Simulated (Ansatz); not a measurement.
# CO2: what the fields show

The calculation's input:

```
crystal:
  lattice:
    - [4.8362439605, 2.7922067525, 3.9863339104]
    - [-4.8362439605, 2.7922067525, 3.9863339104]
    - [0.0, -5.5844135049, 3.9863339105]
  atoms:
    - { symbol: C, position: [0.0, 0.0, 0.0] }
    - { symbol: C, position: [0.5, 0.5, 0.5] }
    - { symbol: C, position: [0.4970269318, 0.75, 0.0029730682] }
    - { symbol: C, position: [0.75, 0.0029730682, 0.4970269318] }
    - { symbol: C, position: [0.0029730682, 0.4970269318, 0.75] }
    - { symbol: C, position: [0.9970269318, 0.5029730682, 0.25] }
    - { symbol: C, position: [0.5029730682, 0.25, 0.9970269318] }
    - { symbol: C, position: [0.25, 0.9970269318, 0.5029730682] }
    - { symbol: O, position: [0.9029638404, 0.9029638404, 0.9029638404] }
    - { symbol: O, position: [0.4029638404, 0.4029638404, 0.4029638404] }
    - { symbol: O, position: [0.0970361596, 0.0970361596, 0.0970361596] }
    - { symbol: O, position: [0.5970361596, 0.5970361596, 0.5970361596] }
    - { symbol: O, position: [0.5990113656, 0.6608673776, 0.1048146942] }
    - { symbol: O, position: [0.6608673776, 0.1048146942, 0.5990113656] }
    - { symbol: O, position: [0.1048146942, 0.5990113656, 0.6608673776] }
    - { symbol: O, position: [0.0990113656, 0.6048146942, 0.1608673776] }
    - { symbol: O, position: [0.6048146942, 0.1608673776, 0.0990113656] }
    - { symbol: O, position: [0.1608673776, 0.0990113656, 0.6048146942] }
    - { symbol: O, position: [0.4009886344, 0.3391326224, 0.8951853058] }
    - { symbol: O, position: [0.3391326224, 0.8951853058, 0.4009886344] }
    - { symbol: O, position: [0.8951853058, 0.4009886344, 0.3391326224] }
    - { symbol: O, position: [0.9009886344, 0.3951853058, 0.8391326224] }
    - { symbol: O, position: [0.3951853058, 0.8391326224, 0.9009886344] }
    - { symbol: O, position: [0.8391326224, 0.9009886344, 0.3951853058] }
kpoints:
  mp_grid: { grid: [2, 2, 2] }
  band_path:
    path:
      - [0.0, 0.0, 0.0]
      - [0.5, 0.5, 0.5]
      - [0.506251413, 0.493748587, 0.5]
      - [0.5, -0.493748587, 0.493748587]
      - [0.5, 0.0, 0.0]
      - [0.4968742935, -0.4968742935, 0.0]
      - [0.5031257065, 0.0, 0.4968742935]
      - [0.5, 0.0, 0.5]
      - [0.0, 0.5, 0.5]
    npoints: 1
hamiltonian:
  xc: hse06
scf:
  occupations: { method: fixed }
  n_extra_bands: 10
output:
  forces: true
  stress: true
  eigenvalues: true
  write_density: true
  write_potential: true
  elf: true
  volumetric_format: npy
```

Space group R-3c; a structure from a database of computed crystals, not necessarily the ambient phase; started from the database structure prototype, which need not be the ambient phase; not relaxed (largest force 0.8 eV/Å).

Method: DFT, HSE06, plane waves, PAW in Ansatz.

The density is the valence pseudo-density of a PAW calculation; it isn't the true density close to the nuclei.

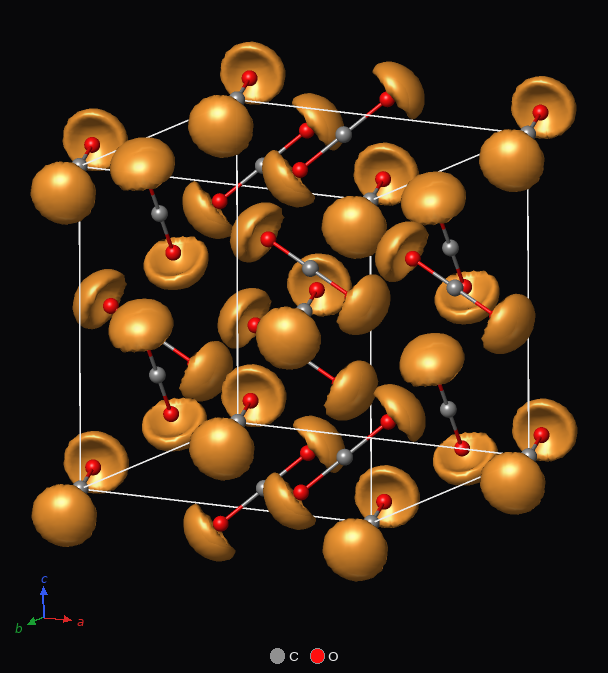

Figure 1. Isosurface of the electron localisation function at 0.85 (orange), seen at an oblique angle. Only the valence region is drawn (cores and ρ < 0.01 e/Å³ removed). Sticks mark near contacts.

Q: Identify the bonds, lone pairs and shells in this picture.

A: The surface consists of 16 lobes on O, pointing away from the bonds (lone pairs, which may merge into one lobe), counted in one cell of 24 atoms. Regions shared between cells count once.


C–O (1.16 Å): the ELF peaks at about 0.80 between the atoms (inside overlapping PAW spheres, so only a guide): a multiple bond.

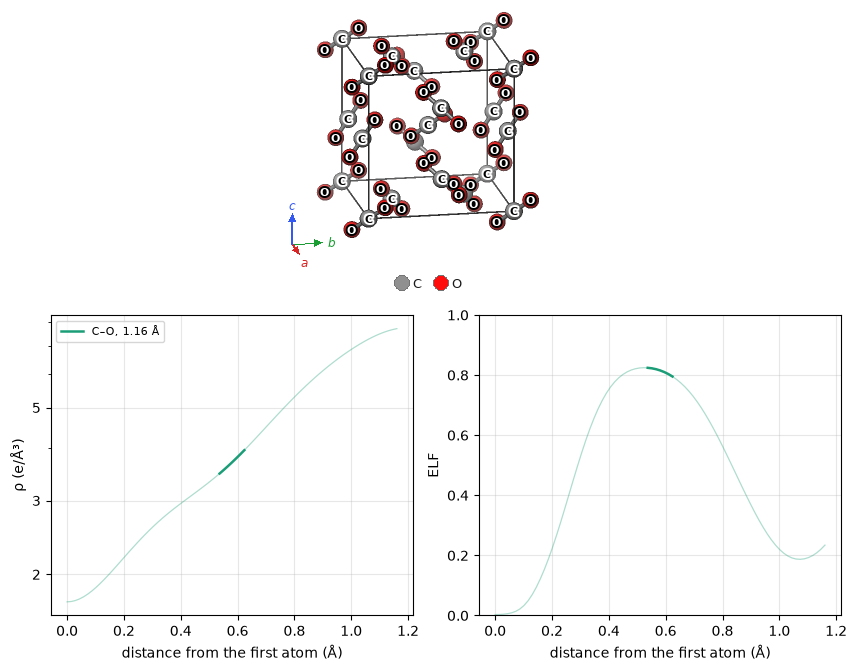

Figure 2. Valence pseudo-density and ELF along straight lines between neighbouring atoms. Thin, pale parts lie inside the atomic spheres. The structure is drawn too.

Q: What kind of bonding do the profiles show?

A: C–O (1.16 Å): ρ is about 3.7 e/Å³ halfway; the ELF peaks at about 0.80 between the atoms (inside overlapping PAW spheres, so only a guide) (a short, multiple covalent bond).

Q: Does the calculation give a band gap?

A: It is gapped, with a Kohn–Sham gap of 8.5 eV on the k-point mesh, an upper bound to the gap of this method.
